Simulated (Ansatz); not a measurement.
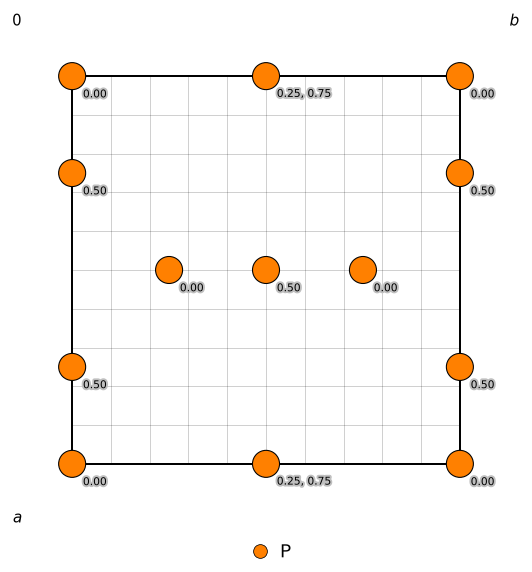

Plan of a unit cell projected along c (a down the page, b across); the numbers are heights as fractions of c, and atoms on the cell's edges are repeated. The grid marks tenths of a and b. Source: the input geometry of an electronic-structure calculation (not necessarily at equilibrium); the starting structure was generated, so it need not be a known form of this composition. The drawing is computed from the coordinates (standard cell, symmetry found to 0.002 Å).

a = 4.900 Å, b = 4.900 Å, c = 4.900 Å, α = 90.00°, β = 90.00°, γ = 90.00°.

What does the cell contain?

Answer. 8 P: P, Z = 8.

Give the fractional coordinates of all atoms, to two places.

Answer.
```csv
atom,x,y,z
P,0.00,0.00,0.00
P,0.50,0.50,0.50
P,0.25,0.00,0.50
P,0.75,0.00,0.50
P,0.50,0.25,0.00
P,0.50,0.75,0.00
P,0.00,0.50,0.25
P,0.00,0.50,0.75
```
